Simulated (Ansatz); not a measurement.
Input file:

```
crystal:
  lattice:
    - [0.0, 7.8728452585, 0.0]
    - [0.0, 0.0, 7.8728452585]
    - [7.8728452585, 0.0, 0.0]
  atoms:
    - { symbol: Sr, position: [0.5, 0.0, 0.0] }
    - { symbol: Sr, position: [0.5, 0.5, 0.0] }
    - { symbol: Sr, position: [0.0, 0.0, 0.0] }
    - { symbol: Sr, position: [0.0, 0.5, 0.0] }
    - { symbol: Sr, position: [0.5, 0.0, 0.5] }
    - { symbol: Sr, position: [0.5, 0.5, 0.5] }
    - { symbol: Sr, position: [0.0, 0.0, 0.5] }
    - { symbol: Sr, position: [0.0, 0.5, 0.5] }
    - { symbol: Ti, position: [0.25, 0.25, 0.25] }
    - { symbol: Ti, position: [0.25, 0.75, 0.25] }
    - { symbol: Ti, position: [0.75, 0.25, 0.25] }
    - { symbol: Ti, position: [0.75, 0.75, 0.25] }
    - { symbol: Ti, position: [0.25, 0.25, 0.75] }
    - { symbol: Ti, position: [0.25, 0.75, 0.75] }
    - { symbol: Ti, position: [0.75, 0.25, 0.75] }
    - { symbol: Ti, position: [0.75, 0.75, 0.75] }
    - { symbol: O, position: [0.25, 0.5, 0.25] }
    - { symbol: O, position: [0.0, 0.75, 0.25] }
    - { symbol: O, position: [0.5, 0.25, 0.25] }
    - { symbol: O, position: [0.5, 0.75, 0.25] }
    - { symbol: O, position: [0.0, 0.25, 0.75] }
    - { symbol: O, position: [0.0, 0.75, 0.75] }
    - { symbol: O, position: [0.5, 0.25, 0.75] }
    - { symbol: O, position: [0.5, 0.75, 0.75] }
    - { symbol: O, position: [0.25, 0.0, 0.25] }
    - { symbol: O, position: [0.75, 0.5, 0.25] }
    - { symbol: O, position: [0.75, 0.0, 0.25] }
    - { symbol: O, position: [0.25, 0.5, 0.75] }
    - { symbol: O, position: [0.25, 0.0, 0.75] }
    - { symbol: O, position: [0.75, 0.5, 0.75] }
    - { symbol: O, position: [0.75, 0.0, 0.75] }
    - { symbol: O, position: [0.25, 0.25, 0.5] }
    - { symbol: O, position: [0.25, 0.75, 0.5] }
    - { symbol: O, position: [0.75, 0.25, 0.5] }
    - { symbol: O, position: [0.75, 0.75, 0.5] }
    - { symbol: O, position: [0.25, 0.25, 0.0] }
    - { symbol: O, position: [0.25, 0.75, 0.0] }
    - { symbol: O, position: [0.75, 0.25, 0.0] }
    - { symbol: O, position: [0.75, 0.75, 0.0] }
total_charge: 2
basis:
  ecutwfc: 420
  xc_grid: 2
kpoints:
  mp_grid: { grid: [2, 2, 2], shift: [0.5, 0.5, 0.5] }
hamiltonian:
  xc: pbe
scf:
  occupations: { method: gaussian, width: 0.02 }
output:
  forces: true
  stress: false
  eigenvalues: true
  write_density: true
  write_potential: true
  elf: true
  volumetric_format: npy
relax:
  adjacent_minimum: "off"
  f_tol: 0.02
  max_steps: 60
```

Run with:

```sh
ansatz run input.yaml --threads 8 --pin off --max-ram 20480MiB --backend cpu --events-out ev --progress --plain --runs-dir out
```

The fields are those of the relaxed geometry.

Computed without spin polarisation.

Theory: DFT PBE, scalar-relativistic, plane waves, PAW (Ansatz 0.2.0).

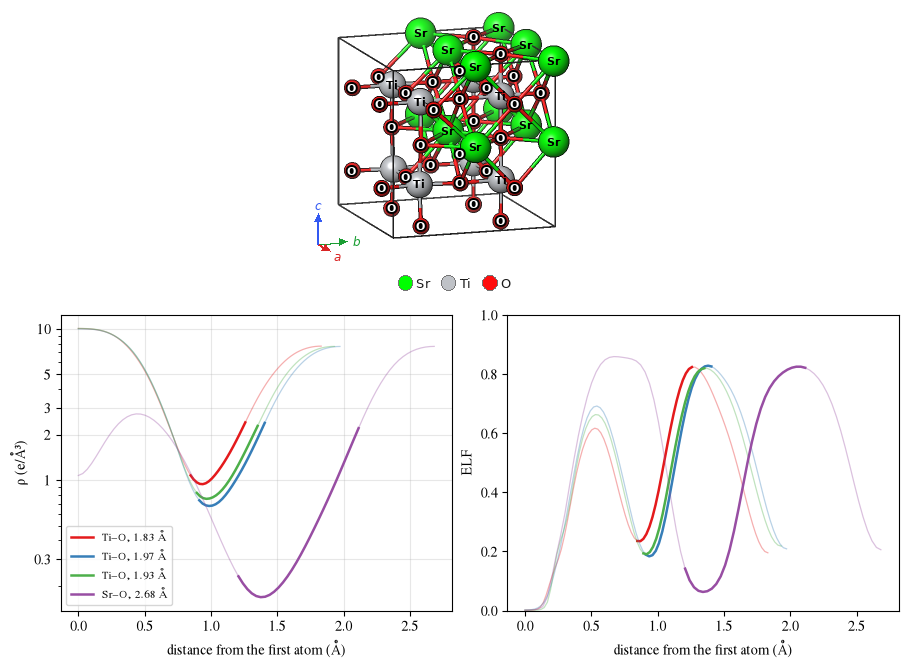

Sr8Ti8O23 (cell charge +2, with a compensating background) (cell with a defect). Valence electron density and ELF along straight lines between neighbouring atoms. Thin, pale parts lie inside the atomic spheres. The structure is drawn too.

The density is the valence pseudo-density of a PAW calculation; it isn't the true density close to the nuclei.

### Compare the contacts.

Ti–O (1.83 Å): ρ is about 0.94 e/Å³ halfway; the ELF peaks at about 0.80 in the valence shell of O, 0.6 Å from its nucleus, and is about 0.25 at the midpoint; no shared electron pair shows on this line.
Ti–O (1.97 Å): ρ at the midpoint is about 0.67 e/Å³; the ELF peaks at about 0.85 in the valence shell of O, 0.6 Å from its nucleus, and is about 0.20 at the midpoint: no shared electron pair shows on this line.
Ti–O (1.93 Å): the density is about 0.75 e/Å³ at the midpoint; the ELF peaks at about 0.80 in the valence shell of O, 0.6 Å from its nucleus, and is about 0.20 at the midpoint: no shared electron pair shows on this line.
Sr–O (2.68 Å): ρ at the midpoint is about 0.17 e/Å³; the ELF is about 0.05 at the midpoint: a largely ionic contact.
